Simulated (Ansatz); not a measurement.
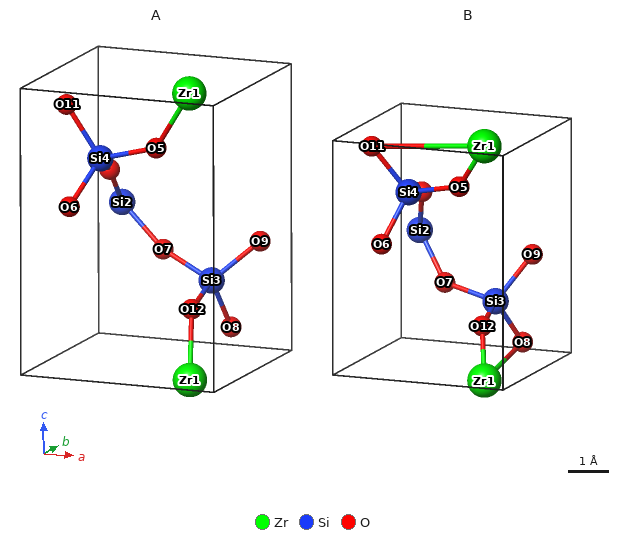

Two geometries of crystalline ZrSi$_{3}$O$_{8}$ (a generated structure, set up in C2) (coarse preliminary run), drawn at one scale. One is the start of a relaxation, the other its converged end. The picture is a ball-and-stick view of the cell of the calculation, seen slightly off an axis.

Theory: Ansatz 0.2.0, DFT PBE, scalar-relativistic, plane waves, PAW. Set-up: plane-wave cutoff 420 eV; k-point mesh 4 × 4 × 4; occupations gaussian; smearing width 0.1 eV; no spin polarisation; cell and atoms relaxed; force threshold 0.04 eV/Å; at most 70 steps.

### Which one is relaxed?

Structure A is the relaxed one. The largest moves relative to the cell, 0.55 Å, are those of O atoms. By element the largest moves are O 0.55 Å, Si 0.22 Å, Zr 0.20 Å. Cell: a = b 4.688 → 5.318 Å (+13.5 %), c 6.143 → 7.514 Å (+22.3 %), α 90.0° → 90.2°, β 90.0° → 90.2°, γ 90.0° → 89.9°. Volume +57.4 %. Among the contacts that change: O–Zr 1.541 → 1.961 Å, O–Zr 3.223 → 3.559 Å, Si–Si 2.873 → 3.205 Å, O–Si 1.541 → 1.636 Å. Among the angles between lasting bonds that change: Si–O–Si 137.7° → 160.6°, Si–O–Si 137.7° → 158.8°, O–Zr–O 109.5° → 117.3°. The space group stays C2 (No. 5). Over 14 accepted moves (17 points after the start) the energy falls by 21.620 eV per cell of the calculation. The largest force component goes from 22 to 0.04 eV/Å. Pressure: 108.60 GPa at the start and −0.10 GPa at the end. At 3 points the geometry stayed and the basis and grid were re-selected for the new cell (energy shift of 0.437 eV per cell of the calculation at most each time). The run took 7.1 min on 1 thread of Arm Neoverse V1, with other jobs on the host, peak memory 0.5 GiB.
